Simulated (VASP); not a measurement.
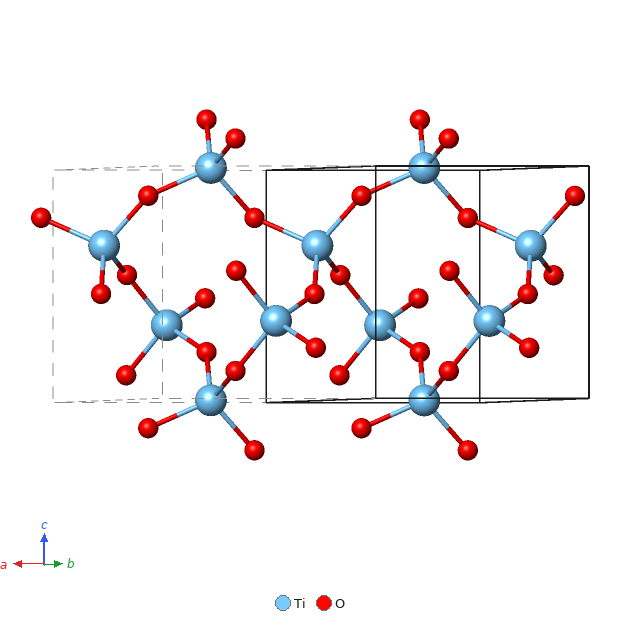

System TiO₂ (space group P3_121, No. 152); source of the atomic positions: a cell listed in the Materials Project, as set up for an electronic-structure calculation.

Bonds are taken as O–Ti below 2 Å. The graph is simplified in the usual way: terminal and isolated atoms are pruned, two-connected atoms become edges.

What kind of net remains, and which atoms are its nodes?

A uninodal 4-connected, three-periodic net: Ti is a 4-connected node. O becomes part of the edges.

Name the underlying net.

It is the qtz net, known from quartz.

Is the net interpenetrated?

It is a single net, without interpenetration.

Give the first six terms of the coordination sequence (nodes one, two, three … edges away).

Ti: 4, 12, 30, 52, 80, 116.
